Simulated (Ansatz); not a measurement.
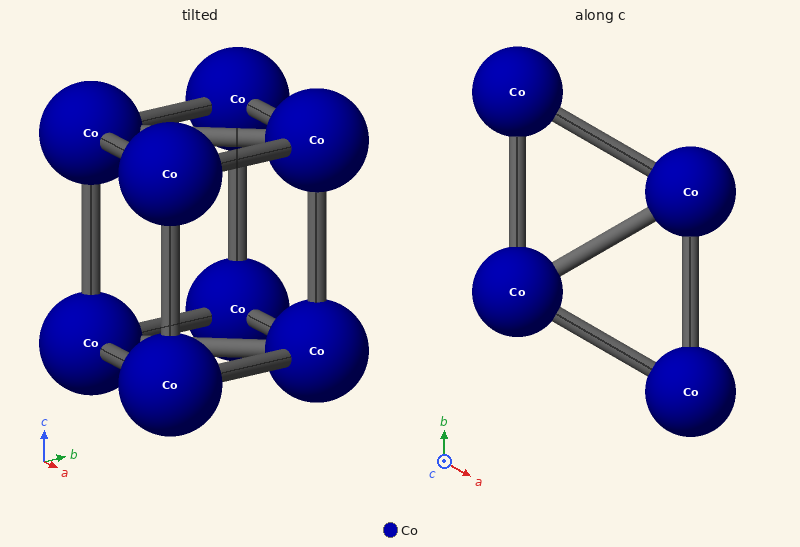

View slightly off an axis and along the c axis, drawn as a ball-and-stick model. Thin lines show the conventional unit cell, with boundary atoms drawn in all their periodic places.

The box has a = 2.41 Å, b = 2.41 Å, c = 2.26 Å, α = 90.00°, β = 90.00°, γ = 120.00°.

The composition is Co.

### What space-group symmetry does the structure have?

P6/mmm (No. 191), with Co on 1a.

### What is the name of this structure type?

Simple hexagonal.

### Describe the bonded network.

The bonds build a three-dimensional framework.

The structure comes from a textbook structure type filled with this element (whether it is the usual form wasn't checked). The geometry was optimised with DFT PBEsol, scalar-relativistic, plane waves, PAW in Ansatz 0.2.0.
